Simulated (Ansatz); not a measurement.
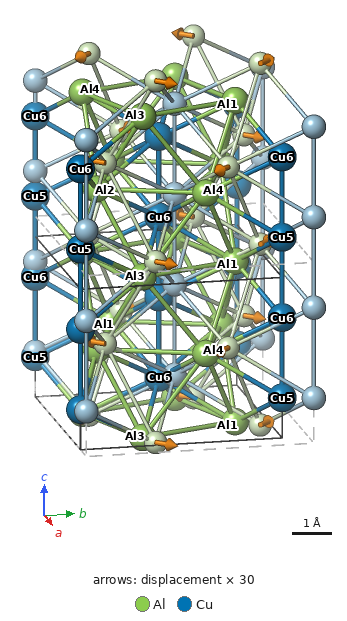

A crystal of Al₂Cu (set up in I4/mcm), drawn pale, and a changed version of it, drawn solid. The orange arrows show how the atoms are displaced (without the part that the change of the cell carries along), magnified 30 times. A ball-and-stick model of the conventional cell (2 times the calculation's cell), repeated 1 × 1 × 2 with one cell outlined, seen slightly off an axis. Lengths and directions refer to the drawn axes.

These are results of DFT r2SCAN, scalar-relativistic, plane waves, PAW in Ansatz 0.2.0, not measurements. Set-up: plane-wave cutoff 500 eV; k-point mesh 10 × 10 × 10; occupations gaussian; smearing width 0.1 eV; no spin polarisation.

### What was done to the structure, and with what result?

The crystal is put under a hydrostatic pressure of 90 GPa. Cell and atoms are relaxed at that pressure. The energy rises by 893 meV per atom. The pressure goes from 0.0 to 90.0 GPa. Both are metals. Cell: a = b 5.991 → 5.309 Å (−11.4 %), c 4.812 → 4.273 Å (−11.2 %). Volume −30.3 %. The largest moves relative to the cell, 0.023 Å, are those of Al1, Al2, Al3 and Al4. Al2 goes along [−1 −1 0]. Cu stays in place. Near-neighbour distances before and after: Al–Al 3.072 → 2.706 Å, Al–Al 2.702 → 2.349 Å, Al–Al 3.186 → 2.834 Å, Al–Al 2.854 → 2.557 Å. The space group stays I4/mcm (No. 140).
